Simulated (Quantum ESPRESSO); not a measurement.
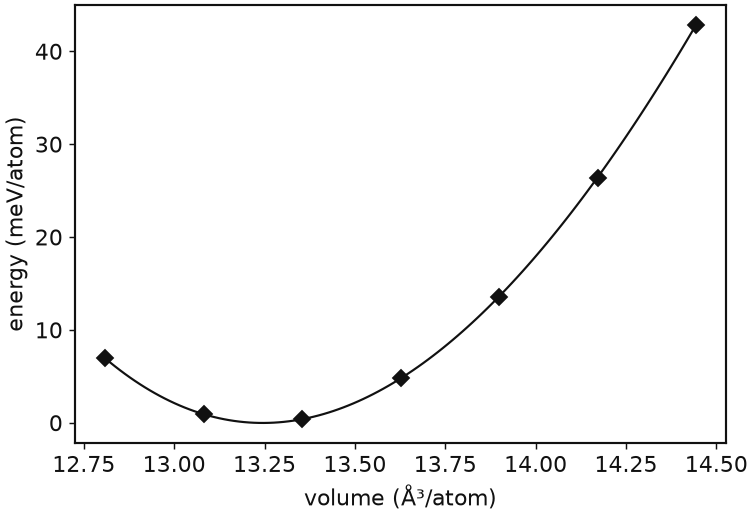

Plotted: energy against volume.

Calculation (Quantum ESPRESSO 7.5): plane-wave DFT, no spin polarisation; energies at scaled volumes of the given cell, shape and fractions fixed, counted from the fit's minimum, third-order Birch-Murnaghan fit. Level: LDA.

For which of these solids was it computed?
A. BaTiO₃, P4mm (No. 99)
B. BAs, F-43m (No. 216)
C. HgTe, F-43m (No. 216)

Answer. B, BAs: energy from 0.40 meV/atom to 42.86 meV/atom, V0 13.24 Å³/atom, B0 147 GPa. The others give: BaTiO₃, energy from 0.01 meV/atom to 67.33 meV/atom, V0 12.34 Å³/atom, B0 193 GPa; HgTe, energy from 0.20 meV/atom to 30.58 meV/atom, V0 33.66 Å³/atom, B0 47.8 GPa.

For BaTiO₃, limits of the calculation: shape and atomic fractions are frozen while scaling, which makes layered, chain and framework solids too stiff.

For HgTe, limits of the calculation: spin-orbit coupling left out, heavy elements.
